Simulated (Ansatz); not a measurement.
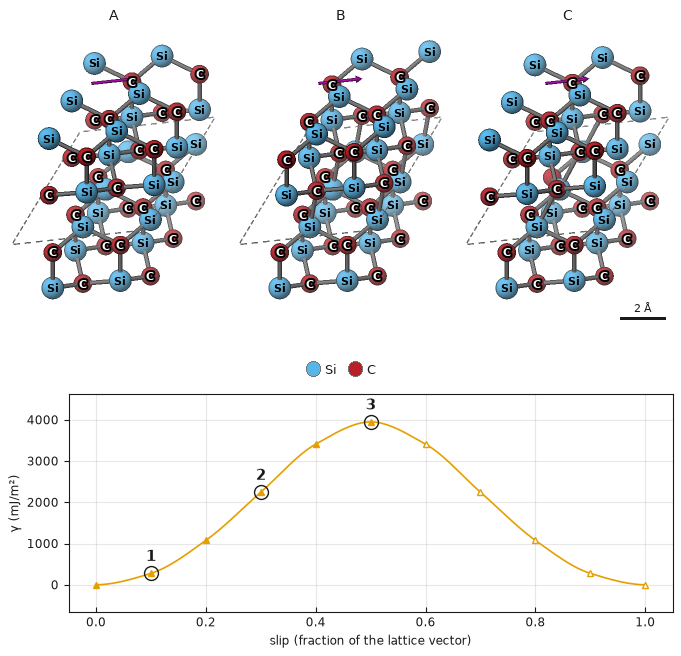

Energy scan for a crystal of SiC (P6_3mc), in which the crystal above a cut along the (0 0 1) plane of the conventional cell (between a plane of Si below and one of C above, 1.94 Å apart) is slid rigidly by fractions of an in-plane lattice vector 3.08 Å long (a generalised stacking fault). One cut stands in each cell, which starts 10.1 Å high; nothing is relaxed, and the dashed outline marks the cut, the arrow on top the direction of slip. The frames are shuffled; the numbered points of the plot belong to them. Hollow markers are points alike by symmetry, not computed again. Style: ball-and-stick. Shown: the layers on both sides of the cut, obliquely from above.

Method: Ansatz 0.2.0, DFT PBE, scalar-relativistic, plane waves, PAW. Settings: plane-wave cutoff 420 eV; k-point mesh 10 × 10 × 3; occupations gaussian; smearing width 0.05 eV; no spin polarisation. Energies (free energies at the smearing named) are counted from the cell as listed in its source, which wasn't relaxed.

Question: Which frame belongs to which numbered point?

Answer: Point 1 is frame B (the slip 0.10, 277 mJ/m²); 2 is frame C (the slip 0.30, 2245 mJ/m²); 3 is frame A (the slip 0.50, 3948 mJ/m²). The curve starts and ends at zero, since a full lattice vector restores the crystal. Its highest computed point is 3948 mJ/m² at slip 0.50, which the unstable stacking-fault energy of this rigid path equals or slightly exceeds. No local minimum shows among the points, so there is no metastable fault on this line. The path is symmetric about half-way. Relaxation across the fault would lower the values.
